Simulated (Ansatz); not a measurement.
System: Se.

```xyz
4
Lattice="-2.7786 0.0000 0.0000 -1.3893 4.4545 -4.7167 -1.3893 -4.4545 -4.7167" Properties=species:S:1:pos:R:3 pbc="T T T"
Se   -2.7786    0.5049   -8.2542
Se   -2.7786    0.5049   -3.5375
Se   -2.7786   -0.5049   -5.8959
Se   -2.7786   -0.5049   -1.1792
```

Space group Cmcm; a structure from a database of computed crystals, not necessarily the ambient phase.

All numbers below come from DFT PBE, scalar-relativistic, plane waves, PAW in Ansatz 0.2.0.

> What will maps of the valence pseudo-density and electron localisation function show?

Se–Se (2.78 Å): ρ at the midpoint is about 0.33 e/Å³; the ELF is about 0.45 at the midpoint.

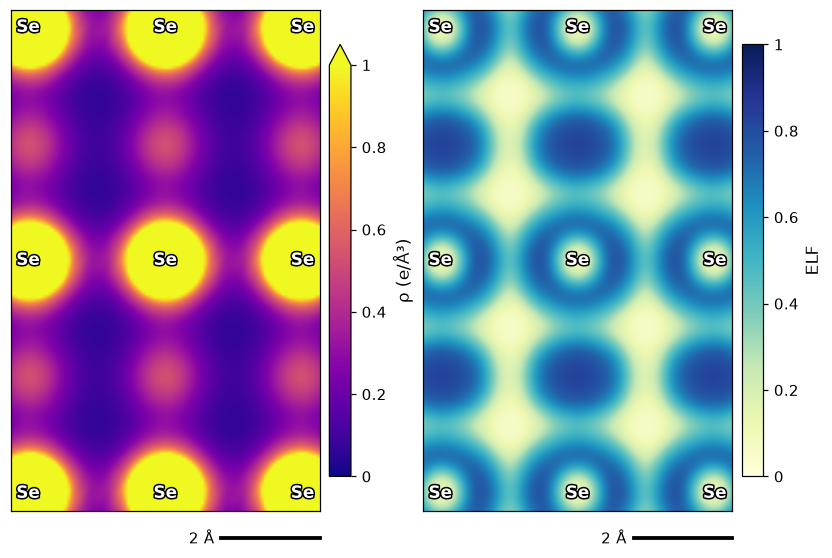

Computed valence pseudo-density and electron localisation function on the (011̄) plane of the calculation cell, in this order. 
